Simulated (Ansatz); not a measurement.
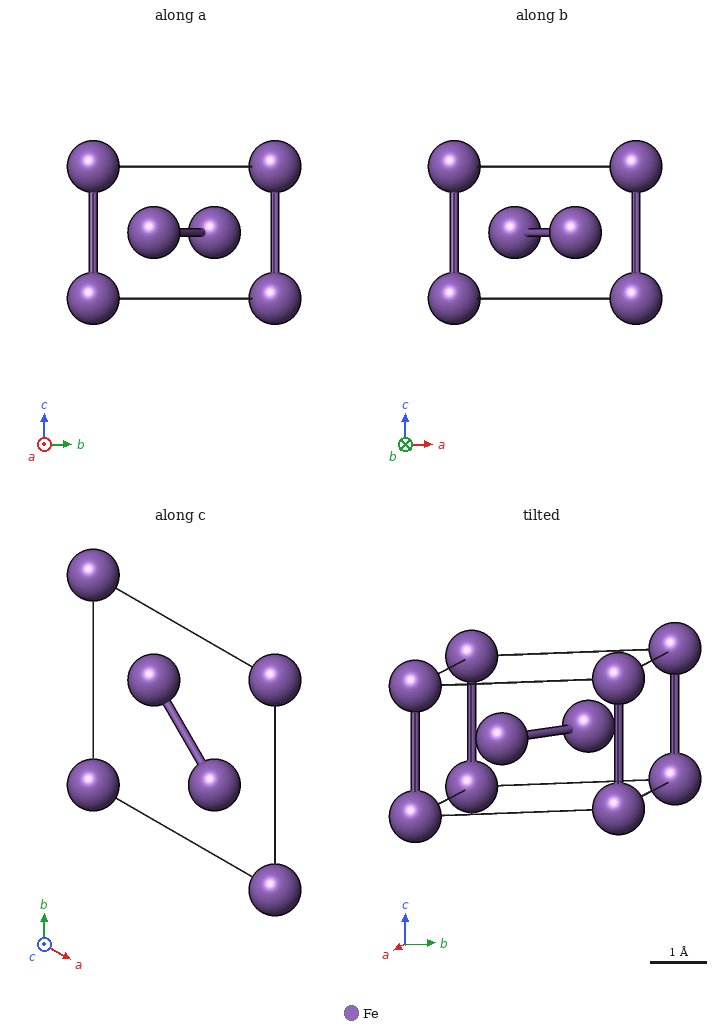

We look at a ball-and-stick model of the crystal along the a axis, along the b axis, along the c axis and slightly off an axis. The parallelepiped is the conventional unit cell.

Lattice parameters: a = 3.7777 Å, b = 3.7777 Å, c = 2.3751 Å, α = 90.000°, β = 90.000°, γ = 120.000°.

Set out the cell and atoms as a CIF with its space group and independent sites.

Answer.
```cif
data_structure
_symmetry_space_group_name_H-M 'P 6/m m m'
_symmetry_Int_Tables_number 191
_cell_length_a 3.7777
_cell_length_b 3.7777
_cell_length_c 2.3751
_cell_angle_alpha 90.000
_cell_angle_beta 90.000
_cell_angle_gamma 120.000
_cell_volume 29.35
loop_
_atom_site_label
_atom_site_type_symbol
_atom_site_symmetry_multiplicity
_atom_site_Wyckoff_symbol
_atom_site_fract_x
_atom_site_fract_y
_atom_site_fract_z
_atom_site_occupancy
Fe1 Fe 1 a 0.0000 0.0000 0.0000 1
Fe2 Fe 2 d 0.3333 0.6667 0.5000 1
```

The cell started as a structure type filled with this element by a generator (whether the element takes this form wasn't checked). Earlier steps of the study may have refined or changed the cell and positions. Ansatz was used for an electronic-structure calculation on it.
